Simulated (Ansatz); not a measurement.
Consider this structure.

```yaml
crystal:
  lattice:
    - [3.37035, 0.00000, 0.00000]
    - [0.00000, 3.37035, 0.00000]
    - [0.00000, 0.00000, 3.37035]
  atoms:
    - { symbol: Sc, position: [0.50000, 0.50000, 0.50000] }
    - { symbol: Al, position: [0.00000, 0.00000, 0.00000] }
```

Characterise the structure given above.

The structure is one of ScAl. It is primitive cubic, space group Pm-3m (No. 221). Among the common structure types it is caesium chloride (CsCl, B2) type. It has 2 atoms to the cell (1 Sc, 1 Al). Each Sc atom is coordinated by eight Al in a cubic arrangement at 2.92 Å. Al is linked to eight Sc in a cubic arrangement at 2.92 Å. The bonds build a three-dimensional framework.

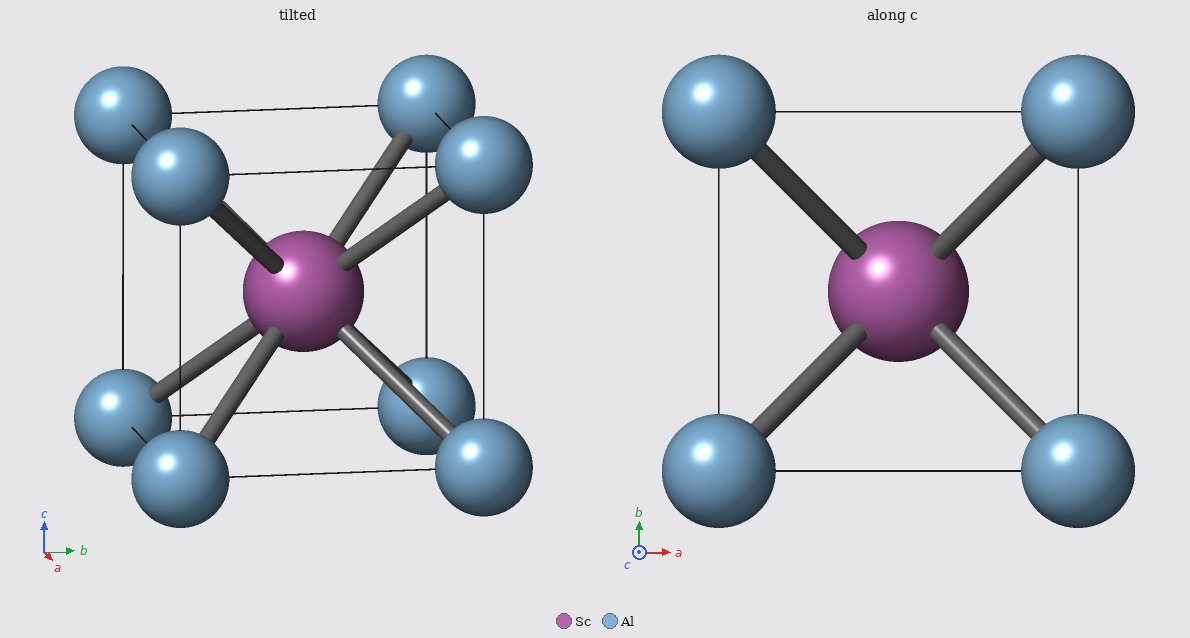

We look at a ball-and-stick model of the crystal slightly off an axis and along the c axis. The conventional unit cell is drawn as a box.

The cell started as a structure listed in the Materials Project. Earlier steps of the study may have refined or changed the cell and positions. It went into a calculation with Ansatz.
